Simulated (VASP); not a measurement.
## What a change does: single-point calculation on InSb

System: InSb (F-43m, 2 atoms in the cell).
Method of the first run: Kohn-Sham DFT of a periodic cell, LDA, VASP PAW LDA potentials, recommended, no spin polarisation (VASP 6.6.1).

The structure derives from an entry of the Crystallography Open Database. 

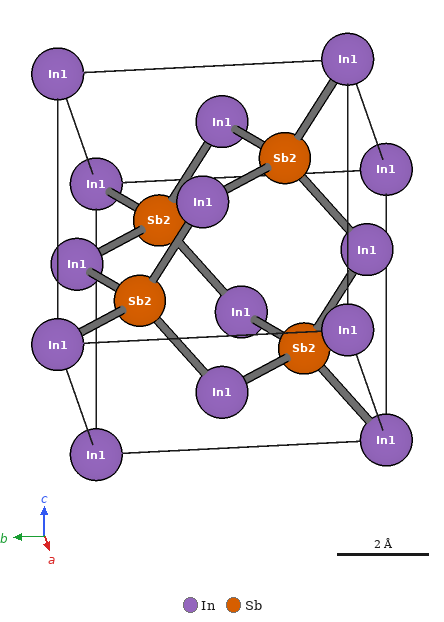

**Figure 1.** The input geometry (ball-and-stick view of the cell 4 times as large as that of the calculation, set on its symmetry axes, seen at an oblique angle; atoms are numbered from 1 in the order of the input). An atom can appear more than once, as a periodic image. Near neighbours in the periodic cell (some may lie outside the picture): In has 4 Sb at 2.81 Å; Sb has 4 In at 2.81 Å.

### INCAR, the first run
```
SYSTEM = InSb
ALGO = Fast
EDIFF = 1E-6
ENCUT = 520
ISIF = 2
ISMEAR = -1
KPAR = 4
LASPH = .True.
LCHARG = .False.
LREAL = .False.
LWAVE = .False.
NELM = 80
PREC = Accurate
SIGMA = 0.05
```

### KPOINTS, the first run
```
k-points
0
Gamma
  8 8 8
  0 0 0
```

### POSCAR, the first run
```
InSb
1.0
    0.0000000000      3.2391000000      3.2391000000
    3.2391000000      0.0000000000      3.2391000000
    3.2391000000      3.2391000000      0.0000000000
In Sb
1 1
Direct
    0.0000000000      0.0000000000      0.0000000000
    0.2500000000      0.2500000000      0.2500000000
```

Launched with:
```bash
cat potpaw_LDA.64/In_d/POTCAR potpaw_LDA.64/Sb/POTCAR > POTCAR
mpirun -np 4 vasp_std > vasp.out
```

Hardware: 4 threads of Intel Xeon (Sapphire Rapids), 192 GiB of memory available, shared host.

### OSZICAR and lines of OUTCAR (the first run)
```
N       E                     dE             d eps       ncg     rms          rms(c)
DAV:   1     0.113281859722E+03    0.11328E+03   -0.80469E+03   754   0.140E+03
DAV:   2    -0.130662142664E+00   -0.11341E+03   -0.11062E+03   784   0.316E+02
DAV:   3    -0.812889953233E+01   -0.79982E+01   -0.79279E+01   964   0.907E+01
DAV:   4    -0.835799710571E+01   -0.22910E+00   -0.22901E+00   895   0.177E+01
DAV:   5    -0.836894275042E+01   -0.10946E-01   -0.10945E-01  1140   0.333E+00    0.431E+00
RMM:   6    -0.824256708771E+01    0.12638E+00   -0.15090E-01   856   0.477E+00    0.243E+00
RMM:   7    -0.821243332767E+01    0.30134E-01   -0.93842E-02   803   0.230E+00    0.531E-01
RMM:   8    -0.821029922186E+01    0.21341E-02   -0.14580E-02   889   0.187E+00    0.146E-01
RMM:   9    -0.821063987337E+01   -0.34065E-03   -0.46815E-03  1092   0.741E-01    0.136E-01
RMM:  10    -0.821075067849E+01   -0.11081E-03   -0.13900E-03  1204   0.462E-01    0.115E-01
RMM:  11    -0.821077178304E+01   -0.21105E-04   -0.17185E-04  1058   0.145E-01    0.219E-02
RMM:  12    -0.821077020110E+01    0.15819E-05   -0.48484E-05  1019   0.105E-01    0.115E-02
RMM:  13    -0.821077173990E+01   -0.15388E-05   -0.22028E-05  1087   0.440E-02    0.665E-03
RMM:  14    -0.821077219330E+01   -0.45340E-06   -0.38451E-06   559   0.254E-02
   1 F= -.82107722E+01 E0= -.82105157E+01  d E =-.513009E-03
[... from OUTCAR:]
  free energy    TOTEN  =        -8.21077219 eV
  energy without entropy =       -8.21025918  energy(sigma->0) =       -8.21051569
 E-fermi :   4.9387     XC(G=0):  -8.9937     alpha+bet :-10.2077
  free  energy   TOTEN  =        -8.2107721933 eV
  energy  without entropy=       -8.2102591847  energy(sigma->0) =       -8.21051569
```

The input of the second run differs as follows (lines with − go, lines with + come):
```diff
-ENCUT = 520
+ENCUT = 300
-  8 8 8
+  4 4 4
```

What does this change do to the results?

The free energy of the second run is 75.3 meV per atom higher, which measures how much it depends on this numerical setting. The pressure goes from −0.45 to −0.17 GPa. More plane waves can only lower the energy of a fixed Hamiltonian, so the higher cutoff gives the lower value. The number of SCF iterations is the same. The irreducible k-points go from 29 to 8. The plane waves at Γ go from 1850.0 to 821.0. On the same kind of shared host the second run took about 0.5 times as long.

### OSZICAR and lines of OUTCAR (the second run)
```
N       E                     dE             d eps       ncg     rms          rms(c)
DAV:   1     0.962950211984E+02    0.96295E+02   -0.60375E+03   208   0.922E+02
DAV:   2    -0.214149140579E+01   -0.98437E+02   -0.95415E+02   218   0.258E+02
DAV:   3    -0.809534644060E+01   -0.59539E+01   -0.59242E+01   273   0.718E+01
DAV:   4    -0.823401591152E+01   -0.13867E+00   -0.13864E+00   263   0.132E+01
DAV:   5    -0.823603932764E+01   -0.20234E-02   -0.20234E-02   282   0.123E+00    0.434E+00
RMM:   6    -0.809638415082E+01    0.13966E+00   -0.15830E-01   233   0.455E+00    0.246E+00
RMM:   7    -0.806208884058E+01    0.34295E-01   -0.10536E-01   221   0.223E+00    0.546E-01
RMM:   8    -0.805979697173E+01    0.22919E-02   -0.15641E-02   235   0.184E+00    0.153E-01
RMM:   9    -0.806011649519E+01   -0.31952E-03   -0.44299E-03   296   0.731E-01    0.120E-01
RMM:  10    -0.806022461778E+01   -0.10812E-03   -0.13650E-03   312   0.459E-01    0.940E-02
RMM:  11    -0.806025142087E+01   -0.26803E-04   -0.17187E-04   252   0.152E-01    0.524E-02
RMM:  12    -0.806024261658E+01    0.88043E-05   -0.57203E-05   265   0.116E-01    0.928E-03
RMM:  13    -0.806024586274E+01   -0.32462E-05   -0.33678E-05   297   0.558E-02    0.243E-02
RMM:  14    -0.806024638716E+01   -0.52442E-06   -0.77077E-06   209   0.336E-02
   1 F= -.80602464E+01 E0= -.80587336E+01  d E =-.302563E-02
[... from OUTCAR:]
  free energy    TOTEN  =        -8.06024639 eV
  energy without entropy =       -8.05722076  energy(sigma->0) =       -8.05873357
 E-fermi :   4.9679     XC(G=0):  -8.9806     alpha+bet :-10.2077
  free  energy   TOTEN  =        -8.0602463872 eV
  energy  without entropy=       -8.0572207577  energy(sigma->0) =       -8.05873357
```

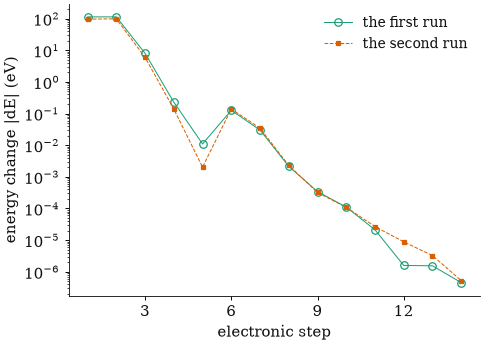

**Figure 2.** Convergence of the two runs: energy change |dE| against the electronic step. The first run takes 14 steps in all, and the second run takes 14.

### The two runs side by side

```tsv
quantity	the first run	the second run
outcome	converged	converged
free energy per atom (eV)	−4.1054	−4.0301
energy per atom, smearing taken to zero (eV)	−4.1053	−4.0294
gap on the mesh (eV)	0.00	0.00
pressure (GPa)	−0.45	−0.17
largest force (eV/Å)	0.000	0.000
SCF iterations	14	14
irreducible k-points	29	8
plane waves at Γ	1850	821
```
